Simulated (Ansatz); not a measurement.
# What a change does: single-point calculation on B3N2

System: B3N2 (5 atoms in the cell).
Method of the first run: DFT PBE, scalar-relativistic, plane waves, PAW, spin-polarised (Ansatz 0.2.0).

The structure was made by a generator, so it may or may not be a known phase. Text and figures count atoms from 1; the logs count them from 0 in places.

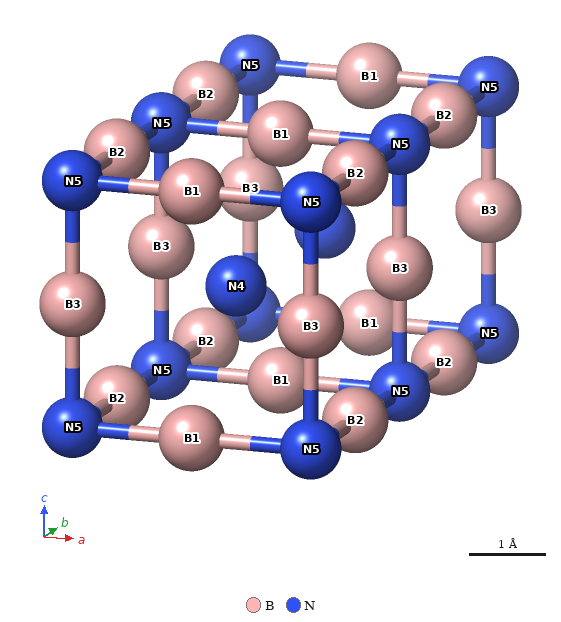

The input geometry (ball-and-stick view of the cell of the calculation, repeated 1 × 2 × 1, seen slightly off an axis; atoms are numbered from 1 in the order of the input). An atom can appear more than once, as a periodic image.

**Input, the first run**
```yaml
crystal:
  lattice:
    - [3.3552359128, 0.0, 0.0]
    - [0.0, 3.3552359128, 0.0]
    - [0.0, 0.0, 3.3552359128]
  atoms:
    - { symbol: B, position: [0.5, 0.0, 0.0] }
    - { symbol: B, position: [0.0, 0.5, 0.0] }
    - { symbol: B, position: [0.0, 0.0, 0.5] }
    - { symbol: "N", position: [0.5, 0.5, 0.5], spin: 1.0 }
    - { symbol: "N", position: [0.0, 0.0, 0.0], spin: 1.0 }
basis:
  ecutwfc: 420
kpoints:
  mp_grid: { grid: [6, 6, 6] }
hamiltonian:
  xc: pbe
scf:
  occupations: { method: gaussian, width: 0.1 }
  lower_state_search: "off"
output:
  forces: true
  stress: true
  eigenvalues: true
  populations: true
magnetization:
  spin_polarized: true
```

Command:
```bash
ansatz run input.yaml --threads 1 --pin off --max-ram 2560MiB --backend cpu --events-out ev --progress --plain --runs-dir out
```

Hardware: 1 thread of Intel Xeon @ 2.50GHz (Skylake/Cascade Lake), 189 GiB of memory available, shared host.

**Output, shortened to warnings, some set-up lines, iterations and results (the first run)**
```
WARN: the starting moments were not kept: the SCF closed with an absolute magnetisation of 3.5e-6 μB, where they sum to 2 μB in size (2 sites). That is at most 0.1 of that sum. Measured as dr2_m measures the in/out step, that magnetisation stands 1.4e-12 eV from none, at or under the dr2_threshold of 1.0e-7 eV: it is no larger than a step whose dr2_m would equal this threshold. The system may …
Basis set: ecut = 420 eV, 739 PW (Γ), exchange–correlation on 48×48×48 points (8 copies of the dense FFT grid, shifted against one another)
Symmetry: 48 space group operations
k-points: 20 of 216
[...]
SCF iter   1: F=—  HF=-1223.250570 eV  |F-HF|=—  |Δ(HF+E_count)|=         —  Δρ=5.59e-2 (↑3.60e-2 ↓5.59e-2)  dr2=8.65e-1  dr2_m=5.71e-1  M=0.521 μB ∫|m|=0.538 μB  β_m=0.30  …
SCF iter   2: F=—  HF=-1223.310544 eV  |F-HF|=—  |Δ(HF+E_count)|=   6.00e-2  Δρ=3.98e-2 (↑2.93e-2 ↓3.98e-2)  dr2=2.59e-1  dr2_m=3.51e-1  M=0.399 μB ∫|m|=0.415 μB  β_m=0.30  …
SCF iter   3: F=—  HF=-1223.385192 eV  |F-HF|=—  |Δ(HF+E_count)|=   7.46e-2  Δρ=2.86e-2 (↑2.86e-2 ↓2.42e-2)  dr2=5.49e-2  dr2_m=2.22e-1  M=0.304 μB ∫|m|=0.323 μB  β_m=0.30  …
SCF iter   4: F=—  HF=-1223.445064 eV  |F-HF|=—  |Δ(HF+E_count)|=   5.99e-2  Δρ=2.08e-2 (↑2.08e-2 ↓1.98e-2)  dr2=1.49e-2  dr2_m=1.35e-1  M=0.246 μB ∫|m|=0.264 μB  β_m=0.30  …
SCF iter   5: F=—  HF=-1223.482681 eV  |F-HF|=—  |Δ(HF+E_count)|=   3.76e-2  Δρ=1.55e-2 (↑1.53e-2 ↓1.55e-2)  dr2=1.53e-4  dr2_m=8.22e-2  M=0.210 μB ∫|m|=0.224 μB  β_m=0.30  …
[... 8 lines ...]
SCF iter  14: F=—  HF=-1223.544137 eV  |F-HF|=—  |Δ(HF+E_count)|=   1.26e-5  Δρ=3.84e-5 (↑3.75e-5 ↓3.84e-5)  dr2=1.24e-8  dr2_m=4.95e-7  M=0.004 μB ∫|m|=0.004 μB  β_m=0.92  …
SCF iter  15: F=-1223.544139 eV  HF=-1223.544139 eV  |F-HF|=1.79e-8  |Δ(HF+E_count)|=   2.02e-6  Δρ=7.07e-6 (↑7.02e-6 ↓7.07e-6)  dr2=5.47e-10  dr2_m=1.71e-8  M=0.001 μB …
SCF iter  16: F=-1223.544139 eV  HF=-1223.544139 eV  |F-HF|=5.96e-11  |Δ(HF+E_count)|=   4.57e-8  Δρ=4.31e-7 (↑4.31e-7 ↓3.60e-7)  dr2=1.31e-10  dr2_m=3.94e-11  M=0.000 μB …
SCF iter  17: F=-1223.544139 eV  HF=-1223.544139 eV  |F-HF|=1.82e-12  |Δ(HF+E_count)|=  2.61e-11  Δρ=6.03e-8 (↑5.63e-8 ↓6.03e-8)  dr2=1.29e-12  dr2_m=8.76e-13  M=0.000 μB …
SCF 1 converged in 17 iterations: F = -1223.544139 eV  dr2 = 1.29e-12
SCF converged after 17 iterations
Magnetization: 0.0000 μB (9.5000 up, 9.5000 down)
Absolute magnetization: 0.0000 μB (∫|ρ↑−ρ↓|, with the PAW one-centre terms)
Spin contamination: 0.0000 ħ² per cell (⟨S²⟩ above its minimum at these occupations)
Per-site moments (μB) at R_I (Å): [(3.3535741208236023e-7, 0.692017407015), (3.3535741201998753e-7, 0.692017407015), (3.353574120875119e-7, 0.692017407015), (-6.80319435146345e-8, 0.9786604023988753), (4.5005189449967434e-7, 0.692017407015)]
Free energy (F): -1223.544139 eV
Harris-Foulkes:  -1223.544139 eV  (|F-HF|=1.82e-12)
Internal energy: -1223.530551 eV  (E = F + TS)
E sigma→0 (E₀):  -1223.537345 eV
Entropy (-TS):   -0.013588 eV (-2.718 meV/atom)
Fermi energy:    10.401467 eV
--- Per-component energies (eV) ---
  E_band       = 34.223671
  E_kinetic    = 378.362333
  E_local      = -395.006402  (includes V_loc(G=0)·N_el)
  E_nonlocal   = 134.593403
  E_hartree    = 108.847093
  E_xc         = -209.781821
  E_vxc        = -258.533925  (∫ρ·V_xc dr)
  E_paw        = -487.169121  (= ΣΔE_a)
  E_vpaw       = -42.886074  (= ΣTr[D̂ρ^β])
  E_aug_tail   = 0.000169  (compensation charges beyond the density's cutoff)
  E_ewald      = -753.376204
  E_smearing   = -0.013588  (= −TS)
  E_closure    = -0.000000  (closes the sum)
  Σ components = -1223.544139   (vs F -1223.544139, Δ=0.00e0)
--- Forces (eV/Å), atoms counted from 1 ---
  atom   1  B      0.00000000    -0.00000000     0.00000000
  atom   2  B      0.00000000     0.00000000     0.00000000
  atom   3  B      0.00000000     0.00000000     0.00000000
  atom   4  N      0.00000000     0.00000000    -0.00000000
  atom   5  N     -0.00000000     0.00000000     0.00000000
  max |Σ_I F_I| component: 7.43e-30 eV/Å
--- Stress (GPa, compression-positive) ---
       -0.289946       0.000000       0.000000
        0.000000      -0.289946       0.000000
        0.000000       0.000000      -0.289946
  P = ⅓ Tr σ = -0.2899 GPa (-2.899 kbar)
--- Löwdin populations: 5 sites ---
  site symbol       q [e]    m [muB]
     0      B      2.7604     0.0000
     1      B      2.7604     0.0000
     2      B      2.7604     0.0000
     3      N      5.4214    -0.0000
     4      N      5.1820     0.0000
  spilling = 0.006079 (of n_electrons = 19.000000)
```

The input of the second run differs as follows (lines with − go, lines with + come):
```diff
-    - [3.3552359128, 0.0, 0.0]
-    - [0.0, 3.3552359128, 0.0]
-    - [0.0, 0.0, 3.3552359128]
+    - [3.72146629, 0.0, 0.0]
+    - [0.0, 3.72146629, 0.0]
+    - [0.0, 0.0, 3.72146629]
```

What does this change do to the results?

With the same functional and potentials, the second run lies 332.0 meV per atom higher. The net moment of the cell goes from 0.00 to 0.49 μB. The pressure goes from −0.29 to −29.02 GPa. The volume per atom goes from 7.55 to 10.31 Å³. The SCF takes 18 iterations against 17. The plane waves at Γ go from 739 to 1021.

**Output, shortened to warnings, some set-up lines, iterations and results (the second run)**
```
Basis set: ecut = 420 eV, 1021 PW (Γ), exchange–correlation on 50×50×50 points (8 copies of the dense FFT grid, shifted against one another)
Symmetry: 48 space group operations
k-points: 20 of 216
[...]
SCF iter   1: F=—  HF=-1221.585358 eV  |F-HF|=—  |Δ(HF+E_count)|=         —  Δρ=4.02e-2 (↑2.88e-2 ↓4.02e-2)  dr2=5.43e-1  dr2_m=4.61e-1  M=0.596 μB ∫|m|=0.668 μB  β_m=0.30  …
SCF iter   2: F=—  HF=-1221.681013 eV  |F-HF|=—  |Δ(HF+E_count)|=   9.57e-2  Δρ=2.78e-2 (↑2.52e-2 ↓2.78e-2)  dr2=2.03e-1  dr2_m=2.77e-1  M=0.577 μB ∫|m|=0.607 μB  β_m=0.30  …
SCF iter   3: F=—  HF=-1221.746675 eV  |F-HF|=—  |Δ(HF+E_count)|=   6.57e-2  Δρ=2.06e-2 (↑2.06e-2 ↓1.83e-2)  dr2=3.67e-2  dr2_m=1.66e-1  M=0.566 μB ∫|m|=0.580 μB  β_m=0.30  …
SCF iter   4: F=—  HF=-1221.799060 eV  |F-HF|=—  |Δ(HF+E_count)|=   5.24e-2  Δρ=1.57e-2 (↑1.43e-2 ↓1.57e-2)  dr2=3.96e-2  dr2_m=1.01e-1  M=0.552 μB ∫|m|=0.558 μB  β_m=0.30  …
SCF iter   5: F=—  HF=-1221.825777 eV  |F-HF|=—  |Δ(HF+E_count)|=   2.67e-2  Δρ=1.16e-2 (↑1.16e-2 ↓1.16e-2)  dr2=3.52e-4  dr2_m=6.36e-2  M=0.539 μB ∫|m|=0.542 μB  β_m=0.30  …
[... 9 lines ...]
SCF iter  15: F=-1221.884201 eV  HF=-1221.884201 eV  |F-HF|=1.37e-8  |Δ(HF+E_count)|=   1.71e-6  Δρ=4.52e-6 (↑4.52e-6 ↓3.58e-6)  dr2=1.79e-9  dr2_m=7.53e-9  M=0.485 μB …
SCF iter  16: F=-1221.884201 eV  HF=-1221.884201 eV  |F-HF|=1.42e-9  |Δ(HF+E_count)|=   2.98e-8  Δρ=1.52e-6 (↑1.52e-6 ↓1.41e-6)  dr2=7.75e-11  dr2_m=1.00e-9  M=0.486 μB …
SCF iter  17: F=-1221.884201 eV  HF=-1221.884201 eV  |F-HF|=1.53e-10  |Δ(HF+E_count)|=   3.21e-9  Δρ=5.30e-7 (↑5.30e-7 ↓5.18e-7)  dr2=2.84e-11  dr2_m=1.27e-10  M=0.486 μB …
SCF iter  18: F=-1221.884201 eV  HF=-1221.884201 eV  |F-HF|=1.53e-10  |Δ(HF+E_count)|=  4.37e-10  Δρ=2.75e-7 (↑2.75e-7 ↓2.55e-7)  dr2=1.76e-10  dr2_m=1.49e-12  M=0.486 μB …
SCF 1 converged in 18 iterations: F = -1221.884201 eV  dr2 = 1.76e-10
SCF converged after 18 iterations
Magnetization: 0.4857 μB (9.7428 up, 9.2572 down)
Absolute magnetization: 0.4857 μB (∫|ρ↑−ρ↓|, with the PAW one-centre terms)
Spin contamination: 0.0004 ħ² per cell (⟨S²⟩ above its minimum at these occupations)
Per-site moments (μB) at R_I (Å): [(0.049378300742252176, 0.7675524223125001), (0.04937830074225223, 0.7675524223125001), (0.04937830074225216, 0.7675524223125001), (0.11031159558641979, 1.0854830454666589), (0.022598642385609786, 0.7675524223125001)]
Free energy (F): -1221.884201 eV
Harris-Foulkes:  -1221.884201 eV  (|F-HF|=1.53e-10)
Internal energy: -1221.869480 eV  (E = F + TS)
E sigma→0 (E₀):  -1221.876840 eV
Entropy (-TS):   -0.014721 eV (-2.944 meV/atom)
Fermi energy:    6.088814 eV
--- Per-component energies (eV) ---
  E_band       = -15.686569
  E_kinetic    = 348.677869
  E_local      = -468.574120  (includes V_loc(G=0)·N_el)
  E_nonlocal   = 135.130403
  E_hartree    = 128.146135
  E_xc         = -200.507561
  E_vxc        = -246.129500  (∫ρ·V_xc dr)
  E_paw        = -485.506091  (= ΣΔE_a)
  E_vpaw       = -41.083444  (= ΣTr[D̂ρ^β])
  E_aug_tail   = 0.000159  (compensation charges beyond the density's cutoff)
  E_ewald      = -679.236274
  E_smearing   = -0.014721  (= −TS)
  E_closure    = -0.000000  (closes the sum)
  Σ components = -1221.884201   (vs F -1221.884201, Δ=0.00e0)
--- Forces (eV/Å), atoms counted from 1 ---
  atom   1  B     -0.00000000     0.00000000    -0.00000000
  atom   2  B      0.00000000     0.00000000     0.00000000
  atom   3  B      0.00000000    -0.00000000     0.00000000
  atom   4  N      0.00000000    -0.00000000    -0.00000000
  atom   5  N     -0.00000000     0.00000000    -0.00000000
  max |Σ_I F_I| component: 2.86e-30 eV/Å
--- Stress (GPa, compression-positive) ---
      -29.017543      -0.000000       0.000000
        0.000000     -29.017543       0.000000
        0.000000       0.000000     -29.017543
  P = ⅓ Tr σ = -29.0175 GPa (-290.175 kbar)
--- Löwdin populations: 5 sites ---
  site symbol       q [e]    m [muB]
     0      B      2.7602     0.1103
     1      B      2.7602     0.1103
     2      B      2.7602     0.1103
     3      N      5.4047     0.1248
     4      N      5.2269     0.0242
  spilling = 0.004625 (of n_electrons = 19.000000)
```

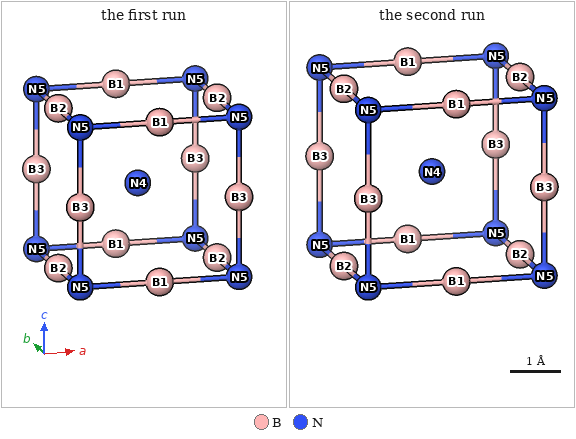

The two input geometries at one scale (ball-and-stick view of the cell of the calculation, seen slightly off an axis). The atoms keep their places relative to the cell (all moves are under 0.005 Å). The drawn cell changes as follows: a = b = c 3.355 → 3.721 Å (+10.9 %); the volume changes by +36.4 %. Among the contacts that change: B1–N5 1.678 → 1.861 Å.

**The two runs side by side**

```tsv
quantity	the first run	the second run
outcome	converged	converged
free energy per atom (eV)	−244.7088	−244.3768
energy per atom, smearing taken to zero (eV)	−244.7075	−244.3754
gap on the mesh (eV)	0.00	0.00
net moment of the cell (μB)	0.00	0.49
absolute moment of the cell (μB)	0.00	0.49
pressure (GPa)	−0.29	−29.02
volume per atom (Å³)	7.55	10.31
largest force (eV/Å)	0.000	0.000
SCF iterations	17	18
irreducible k-points	20	20
plane waves at Γ	739	1021
wall time (shared host)	7.7 s	10 s
```

For the first run: Warnings: some starting moments were not kept. For the second run: The cell is under a tension of 29 GPa at this level, so it is not at its equilibrium volume.
